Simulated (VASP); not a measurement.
# Band-structure run of TiO2 (part 1 of 2)

- system: TiO2 (P4₂/mnm, 6 atoms in the cell)
- method: Kohn-Sham DFT of a periodic cell, PBE, VASP PAW PBE potentials, hard, no spin polarisation (VASP 6.6.1)

The structure derives from a Materials Project entry.

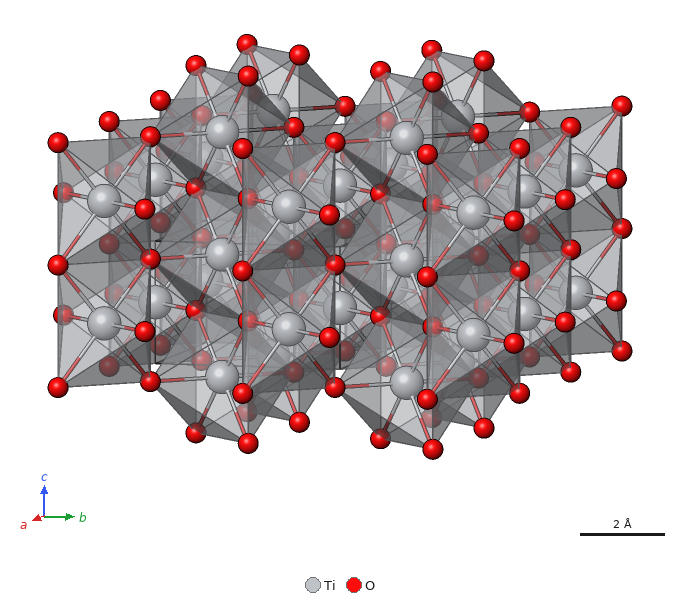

*The structure as given in the input (polyhedral view of the cell of the calculation, repeated 2 × 2 × 2, seen slightly off an axis; polyhedra are completed across the faces of the cell).*

## INCAR
```
ALGO     = Normal         # electronic algorithm
EDIFF    = 1E-7           # SCF threshold, eV
ENCUT    = 900            # plane-wave cutoff, eV
GGA      = PE             # functional
ISIF     = 2              # what is computed and relaxed
ISMEAR   = -1             # smearing method
LASPH    = True           # aspherical terms in the spheres
LCHARG   = False          # write CHGCAR
LMAXMIX  = 4              # l up to which the mixer works
LREAL    = False          # projectors in reciprocal space
LWAVE    = False          # write WAVECAR
NELM     = 60             # most SCF steps
PREC     = Accurate       # precision mode
SIGMA    = 0.05           # smearing width, eV
```

## KPOINTS
```
k-points
0
Gamma
  6 6 9
```

## KPOINTS_OPT
```
path GXMGZRAZ,XR,MA
10
line-mode
reciprocal
 0.0000000000  0.0000000000  0.0000000000  G
 0.0000000000  0.5000000000  0.0000000000  X

 0.0000000000  0.5000000000  0.0000000000  X
 0.5000000000  0.5000000000  0.0000000000  M

 0.5000000000  0.5000000000  0.0000000000  M
 0.0000000000  0.0000000000  0.0000000000  G

 0.0000000000  0.0000000000  0.0000000000  G
 0.0000000000  0.0000000000  0.5000000000  Z

 0.0000000000  0.0000000000  0.5000000000  Z
 0.0000000000  0.5000000000  0.5000000000  R

 0.0000000000  0.5000000000  0.5000000000  R
 0.5000000000  0.5000000000  0.5000000000  A

 0.5000000000  0.5000000000  0.5000000000  A
 0.0000000000  0.0000000000  0.5000000000  Z

 0.0000000000  0.5000000000  0.0000000000  X
 0.0000000000  0.5000000000  0.5000000000  R

 0.5000000000  0.5000000000  0.0000000000  M
 0.5000000000  0.5000000000  0.5000000000  A
```

## POSCAR
```
TiO2
1.0
    4.5998373239      0.0000000000      0.0000000000
    0.0000000000      4.5998373239      0.0000000000
    0.0000000000      0.0000000000      2.9592135600
Ti O
2 4
Direct
    0.0000000000      0.0000000000      0.5000000000
    0.5000000000      0.5000000000      0.0000000000
    0.3043213200      0.3043213200      0.5000000000
    0.1956786800      0.8043213200      0.0000000000
    0.8043213200      0.1956786800      0.0000000000
    0.6956786800      0.6956786800      0.5000000000
```

Launched with:
```bash
cat potpaw_PBE.64/Ti_sv/POTCAR potpaw_PBE.64/O_h/POTCAR > POTCAR
mpirun -np 1 vasp_std > vasp.out
```

## OSZICAR
```
N       E                     dE             d eps       ncg     rms          rms(c)
DAV:   1     0.876275974027E+03    0.87628E+03   -0.34680E+04  2800   0.298E+03
DAV:   2     0.150535478121E+03   -0.72574E+03   -0.70838E+03  2844   0.740E+02
DAV:   3    -0.537245140403E+02   -0.20426E+03   -0.19508E+03  4908   0.265E+02
DAV:   4    -0.702443663723E+02   -0.16520E+02   -0.16421E+02  3764   0.852E+01
DAV:   5    -0.711004732853E+02   -0.85611E+00   -0.85519E+00  4364   0.183E+01    0.327E+01
DAV:   6    -0.540096598070E+02    0.17091E+02   -0.11673E+02  3764   0.104E+02    0.125E+01
DAV:   7    -0.537721521333E+02    0.23751E+00   -0.16756E+01  3936   0.318E+01    0.767E+00
DAV:   8    -0.538056950806E+02   -0.33543E-01   -0.35914E+00  3728   0.182E+01    0.361E+00
DAV:   9    -0.536790661770E+02    0.12663E+00   -0.14076E+00  3904   0.109E+01    0.126E+00
DAV:  10    -0.536890396596E+02   -0.99735E-02   -0.14076E-01  3828   0.292E+00    0.346E-01
DAV:  11    -0.536875284635E+02    0.15112E-02   -0.18216E-02  3908   0.106E+00    0.876E-02
DAV:  12    -0.536876432912E+02   -0.11483E-03   -0.12971E-03  3896   0.321E-01    0.653E-02
DAV:  13    -0.536876023917E+02    0.40899E-04   -0.27139E-04  3972   0.145E-01    0.985E-03
DAV:  14    -0.536876068723E+02   -0.44806E-05   -0.32268E-05  4008   0.514E-02    0.171E-02
DAV:  15    -0.536876042237E+02    0.26486E-05   -0.14259E-05  3760   0.421E-02    0.206E-03
DAV:  16    -0.536876042837E+02   -0.60005E-07   -0.81351E-07  3724   0.631E-03
   1 F= -.53687604E+02 E0= -.53687604E+02  d E =-.525935E-09
       N       E                     dE             ncg
DAV:   1     0.130282877217E+05   -0.48758E+05     2800
DAV:   2    -0.213948397177E+05   -0.34423E+05     2892
DAV:   3    -0.278745343898E+05   -0.64797E+04     4868
DAV:   4    -0.286451368933E+05   -0.77060E+03     4444
DAV:   5    -0.287202561815E+05   -0.75119E+02     4176
DAV:   6    -0.287245328141E+05   -0.42766E+01     3884
DAV:   7    -0.287247373761E+05   -0.20456E+00     4152
DAV:   8    -0.287247514429E+05   -0.14067E-01     3936
DAV:   9    -0.287247522340E+05   -0.79100E-03     4136
DAV:  10    -0.287247522728E+05   -0.38884E-04     2712
DAV:  11    -0.287247522746E+05   -0.17771E-05     2492
DAV:  12    -0.287247522747E+05   -0.10656E-06     2036
DAV:  13    -0.287247522747E+05   -0.21293E-07     2000
       N       E                     dE             ncg
DAV:   1     0.351382701053E+05   -0.80022E+05     2240
DAV:   2     0.779937140221E+04   -0.27339E+05     2292
DAV:   3     0.252170986646E+04   -0.52777E+04     3900
DAV:   4     0.190171001648E+04   -0.62000E+03     3624
DAV:   5     0.186192072540E+04   -0.39789E+02     3356
DAV:   6     0.186082759176E+04   -0.10931E+01     3140
DAV:   7     0.186078057992E+04   -0.47012E-01     3348
DAV:   8     0.186077828978E+04   -0.22901E-02     3112
DAV:   9     0.186077814809E+04   -0.14169E-03     3344
DAV:  10     0.186077813667E+04   -0.11412E-04     2148
DAV:  11     0.186077813569E+04   -0.98491E-06     1952
DAV:  12     0.186077813560E+04   -0.84714E-07     1660
```

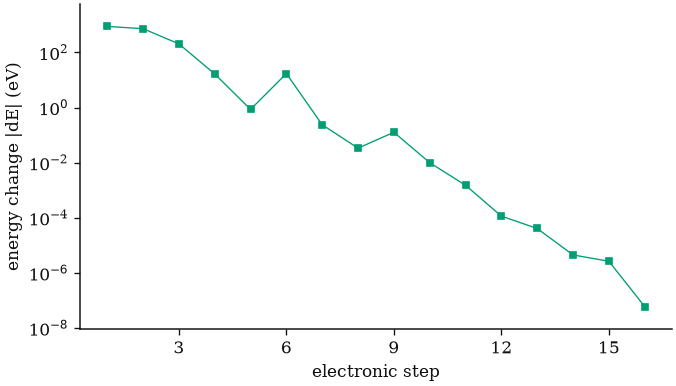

*Convergence of the self-consistent field: energy change |dE| against the electronic step.*

It takes 16 electronic steps. The density is held fixed in the first few steps, and dE rises again when its update begins.

## Parts of OUTCAR
```
EDIFF = 1E-7
   ENCUT = 900
   GGA = PE
   ISIF = 2
   ISMEAR = -1
   LASPH = True
   LREAL = False
   NELM = 60
   PREC = Accurate

 ion  position               nearest neighbor table
   1  0.000  0.000  0.500-   4 1.95   5 1.95   4 1.95   5 1.95   3 1.98   6 1.98
   2  0.500  0.500  0.000-   3 1.95   6 1.95   3 1.95   6 1.95   5 1.98   4 1.98
   3  0.304  0.304  0.500-   2 1.95   2 1.95   1 1.98
   4  0.196  0.804  0.000-   1 1.95   1 1.95   2 1.98
   5  0.804  0.196  0.000-   1 1.95   1 1.95   2 1.98
   6  0.696  0.696  0.500-   2 1.95   2 1.95   1 1.98

  LATTYP: Found a simple tetragonal cell.
 ALAT       =     4.5998373239
 C/A-ratio  =     0.6433300466

  Lattice vectors:

 A1 = (   4.5998373239,   0.0000000000,   0.0000000000)
 A2 = (   0.0000000000,   4.5998373239,   0.0000000000)
 A3 = (   0.0000000000,   0.0000000000,   2.9592135600)

Analysis of symmetry for initial positions (statically):
=====================================================================
 Subroutine PRICEL returns:
 Original cell was already a primitive cell.

 Routine SETGRP: Setting up the symmetry group for a
 simple tetragonal supercell.

 Subroutine GETGRP returns: Found 16 space group operations
 (whereof  8 operations were pure point group operations)
 out of a pool of 16 trial point group operations.

The static configuration has the point symmetry D_2h.
 The point group associated with its full space group is D_4h.

Analysis of symmetry for dynamics (positions and initial velocities):
=====================================================================
 Subroutine PRICEL returns:
 Original cell was already a primitive cell.

 Routine SETGRP: Setting up the symmetry group for a
 simple tetragonal supercell.

 Subroutine GETGRP returns: Found 16 space group operations
 (whereof  8 operations were pure point group operations)
 out of a pool of 16 trial point group operations.

The dynamic configuration has the point symmetry D_2h.
 The point group associated with its full space group is D_4h.

 Subroutine INISYM returns: Found 16 space group operations
 (whereof  8 operations are pure point group operations),
 and found     1 'primitive' translations

----------------------------------------------------------------------------------------

                                     Primitive cell

  volume of cell :      62.6125

  direct lattice vectors                    reciprocal lattice vectors
     4.599837324  0.000000000  0.000000000     0.217398993  0.000000000  0.000000000
     0.000000000  4.599837324  0.000000000     0.000000000  0.217398993  0.000000000
     0.000000000  0.000000000  2.959213560     0.000000000  0.000000000  0.337927622

  length of vectors
     4.599837324  4.599837324  2.959213560     0.217398993  0.217398993  0.337927622

  position of ions in fractional coordinates (direct lattice)
     0.000000000  0.000000000  0.500000000
     0.500000000  0.500000000  0.000000000
     0.304321320  0.304321320  0.500000000
     0.195678680  0.804321320  0.000000000
     0.804321320  0.195678680  0.000000000
     0.695678680  0.695678680  0.500000000

  ion indices of the primitive-cell ions
   primitive index   ion index
                 1           1
                 2           2
                 3           3
                 4           4
                 5           5
                 6           6

----------------------------------------------------------------------------------------

 KPOINTS: k-points

Automatic generation of k-mesh.
 Grid dimensions read from file:
 generate k-points for:    6    6    9

 Generating k-lattice:

  Cartesian coordinates                     Fractional coordinates (reciprocal lattice)
     0.036233165  0.000000000  0.000000000     0.166666667  0.000000000  0.000000000
     0.000000000  0.036233165  0.000000000     0.000000000  0.166666667  0.000000000
     0.000000000  0.000000000  0.037547514     0.000000000  0.000000000  0.111111111

  Length of vectors
     0.036233165  0.036233165  0.037547514

  Shift w.r.t. Gamma in fractional coordinates (k-lattice)
     0.000000000  0.000000000  0.000000000

 Subroutine IBZKPT returns following result:
 ===========================================

 Found     50 irreducible k-points:

 Following reciprocal coordinates:
            Coordinates               Weight
  0.000000  0.000000  0.000000      1.000000
  0.166667  0.000000  0.000000      4.000000
  0.333333  0.000000  0.000000      4.000000
  0.500000  0.000000  0.000000      2.000000
  0.166667  0.166667  0.000000      4.000000
  0.333333  0.166667  0.000000      8.000000
  0.500000  0.166667  0.000000      4.000000
  0.333333  0.333333  0.000000      4.000000
  0.500000  0.333333  0.000000      4.000000
  0.500000  0.500000  0.000000      1.000000
  0.000000  0.000000  0.111111      2.000000
  0.166667  0.000000  0.111111      8.000000
  0.333333  0.000000  0.111111      8.000000
  0.500000  0.000000  0.111111      4.000000
  0.166667  0.166667  0.111111      8.000000
  0.333333  0.166667  0.111111     16.000000
  0.500000  0.166667  0.111111      8.000000
  0.333333  0.333333  0.111111      8.000000
  0.500000  0.333333  0.111111      8.000000
  0.500000  0.500000  0.111111      2.000000
  0.000000  0.000000  0.222222      2.000000
  0.166667  0.000000  0.222222      8.000000
  0.333333  0.000000  0.222222      8.000000
  0.500000  0.000000  0.222222      4.000000
 [... further k-points ...]
```
